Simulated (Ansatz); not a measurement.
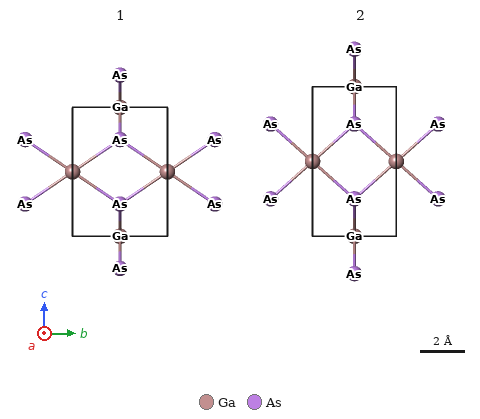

Two geometries of a crystal of GaAs (a generated structure, set up in P4_2/mmc), drawn at one scale. One is the start of a relaxation, the other its converged end. Style: ball-and-stick. Shown: the cell of the calculation, along the a axis.

Theory: DFT PBE, scalar-relativistic, plane waves, PAW (Ansatz). (plane-wave cutoff 420 eV; k-point mesh 12 × 12 × 8; occupations gaussian; smearing width 0.1 eV; no spin polarisation; cell and atoms relaxed; force threshold 0.01 eV/Å; at most 80 steps)

Which of the two is the end point?

Answer. Structure 2 is the relaxed one. The energy falls by 84.3 meV per atom in 8 accepted moves (10 points after the start). All forces vanish by symmetry, so only the cell relaxes. Pressure: 0.92 GPa at the start and 0.00 GPa at the end. The SCF was repeated twice at an unchanged geometry on a basis and grid sized afresh for the cell, which shifted the energy by 1.7 meV per atom at most. The atoms keep their places relative to the cell (all moves are under 0.005 Å). Cell: a = b 4.324 → 3.817 Å (−11.7 %), c 5.871 → 6.815 Å (+16.1 %). Volume −9.5 %. Near-neighbour distances that change, for instance: As–As 2.935 → 3.408 Å, As–Ga 2.613 → 2.558 Å. Bond angles that change, for instance: As–Ga–As 111.7° → 96.5°, Ga–As–Ga 111.7° → 96.5°, As–Ga–As 68.3° → 83.5°. The space group stays P4_2/mmc (No. 131). The run took 5.1 min on 1 thread of Intel(R) Xeon(R) Platinum 8488C (Sapphire Rapids) (shared host), peak memory 0.7 GiB.
